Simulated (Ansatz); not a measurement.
Given this structure:

```cif
data_structure
_symmetry_space_group_name_H-M 'I m -3 m'
_symmetry_Int_Tables_number 229
_cell_length_a 3.1676
_cell_length_b 3.1676
_cell_length_c 3.1676
_cell_angle_alpha 90.000
_cell_angle_beta 90.000
_cell_angle_gamma 90.000
_cell_volume 31.78
loop_
_atom_site_label
_atom_site_type_symbol
_atom_site_symmetry_multiplicity
_atom_site_Wyckoff_symbol
_atom_site_fract_x
_atom_site_fract_y
_atom_site_fract_z
_atom_site_occupancy
Mo1 Mo 2 a 0.00000 0.00000 0.00000 1
```

> What crystal do these data define?

The element is molybdenum. The atoms follow space group Im-3m (No. 229); the Bravais lattice is body-centred cubic. The arrangement is known as body-centred cubic (W type). The cell holds two atoms. Mo is coordinated by eight Mo in a cubic arrangement at 2.74 Å. Not all metal-metal contacts are counted. The bonds build a three-dimensional framework.

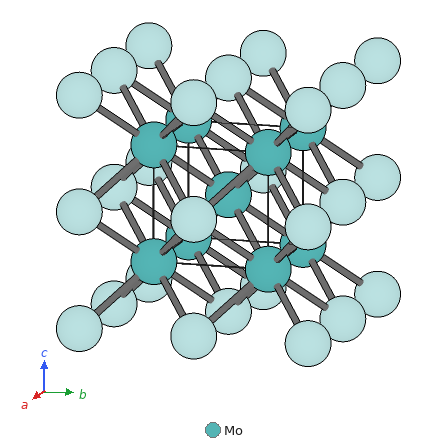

Structure drawing (ball-and-stick), viewed slightly off an axis. The box is the conventional unit cell; atoms on or close to its faces, edges and corners are drawn wherever they repeat. Atoms just outside the outline that bond to atoms inside are added, in fainter colours.

Its origin is a structure listed in the Materials Project. Earlier steps of the study may have refined or changed the cell and positions. It was the input of a calculation with Ansatz.
